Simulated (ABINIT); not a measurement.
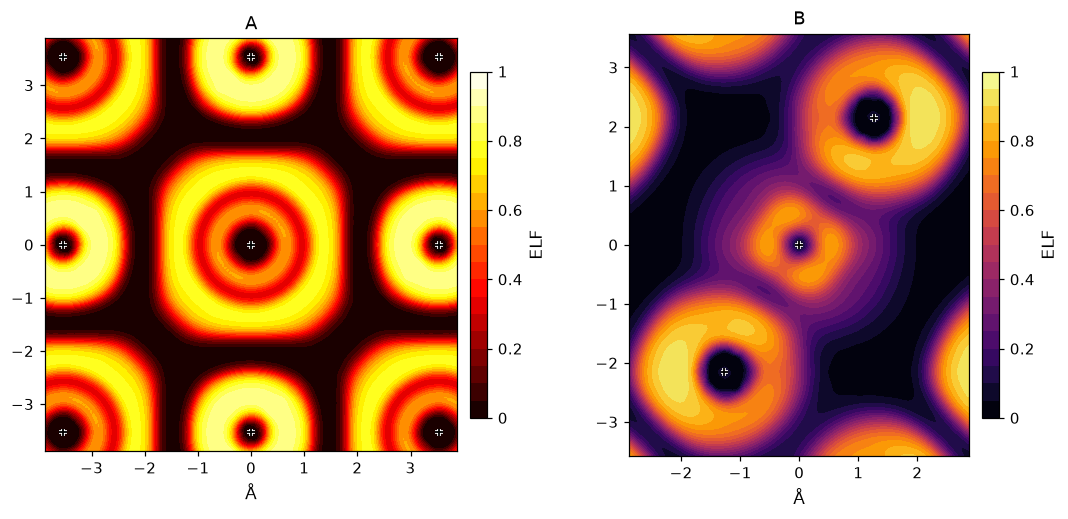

The ELF of 2 systems, each on a plane through atoms (crosses mark nuclei in the plane).

The calculation used Kohn-Sham DFT of a periodic cell, r2SCAN, SG15 NC PBE v1.2 (ABINIT 10.8.3).

System 1: PtSe2, the (110) plane of the conventional cell. Space group P-3m1; not relaxed (largest force 0.4 eV/Å); computed pressure about 5 GPa in this cell.

```cif
data_structure
_symmetry_space_group_name_H-M 'P 1'
_symmetry_Int_Tables_number 1
_cell_length_a 3.7240
_cell_length_b 3.7240
_cell_length_c 5.0620
_cell_angle_alpha 90.000
_cell_angle_beta 90.000
_cell_angle_gamma 120.000
_cell_volume 60.80
loop_
_atom_site_label
_atom_site_type_symbol
_atom_site_fract_x
_atom_site_fract_y
_atom_site_fract_z
_atom_site_occupancy
Pt1 Pt 0.00000 0.00000 0.00000 1
Se1 Se 0.66667 0.33333 0.75000 1
Se2 Se 0.33333 0.66667 0.25000 1
```

System 2: KI, the (010) plane of the conventional cell. Space group Fm-3m.

**Match each panel to its system.**

Panel A is system 2, KI: the plane holds I and K. K–I (3.53 Å): the ELF peaks at about 0.75 in the valence shell of I, 1.4 Å from its nucleus, and drops to about 0 between the two atoms (an ionic contact with no shared pair). Panel B is system 1, PtSe2: the plane holds Pt and Se. Pt–Se (2.49 Å): the ELF is about 0.50 at the midpoint.
